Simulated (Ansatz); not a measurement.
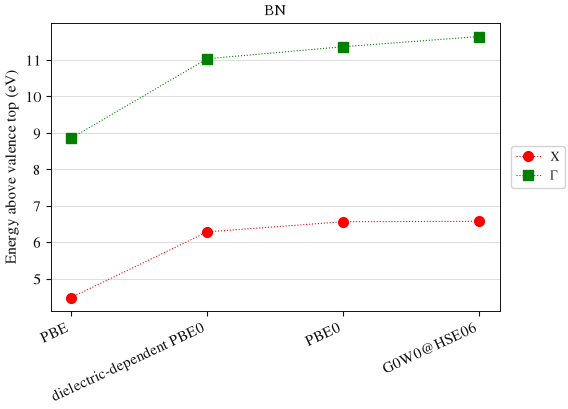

Lowest conduction level at each named k point, counted from the valence-band top at Γ, by several methods on one cell of zincblende BN, space group F-43m (No. 216), 2 atoms in the primitive cell, relaxed with r2SCAN; cubic a = 3.610 Å. All runs are without spin-orbit coupling and carry no moments. The cell is at 5 GPa in PBE.

```
                   method  program  X (eV)  Γ (eV)
                      PBE   Ansatz    4.48    8.85
dielectric-dependent PBE0   Ansatz    6.28   11.03
                     PBE0   Ansatz    6.56   11.36
               G0W0@HSE06   Ansatz    6.57   11.64
```

**Estimate the G0W0@PBE0 values. It was run as: PBE0, Ansatz PAW set, 8×8×8 k mesh, 420 eV cutoff, fixed occupations (Ansatz), G0W0 with empty bands 64, screening cutoff 180 eV and frequency treatment contour deformation.**

It starts from PBE0, whose row gives 6.56 eV at X. G0W0@PBE0 gives 6.73 eV at X and 11.82 eV at Γ, which is +0.17 eV from PBE0 at X.

**Does G0W0@PBE0 shift these levels rigidly from PBE0?**

The shifts are +0.17 eV at X and +0.46 eV at Γ, and at points that aren't plotted +0.27 eV (L): over the named points that both runs hold, a spread of 0.29 eV on a mean of 0.30 eV, so one shift doesn't describe them.

**How do the methods rank at X?**

From low to high: PBE 4.48, dielectric-dependent PBE0 6.28, PBE0 6.56, G0W0@HSE06 6.57, G0W0@PBE0 6.73 eV. Too close to rank are PBE0 against G0W0@HSE06.

Settings. PBE: Ansatz PAW set, 12×12×12 k mesh, 420 eV cutoff, Fermi-Dirac smearing of 0.02 eV (Ansatz 0.2.0). dielectric-dependent PBE0: Ansatz PAW set, 8×8×8 k mesh, 420 eV cutoff, fixed occupations (Ansatz 0.2.0). PBE0: Ansatz PAW set, 8×8×8 k mesh, 420 eV cutoff, fixed occupations (Ansatz). G0W0@HSE06: HSE06, Ansatz PAW set, 8×8×8 k mesh, 420 eV cutoff, fixed occupations (Ansatz 0.2.0), G0W0 with empty bands 64, screening cutoff 180 eV and frequency treatment contour deformation.

These are five of the 11 methods that were run on this cell. The usual form of BN is layered hexagonal. dielectric-dependent PBE0, PBE0, G0W0@HSE06 and G0W0@PBE0: the PAW data sets were made with another functional. LDA, GGA and most meta-GGA functionals understate gaps. The GW values are at finite bands, cutoffs and mesh, short of the basis limit.
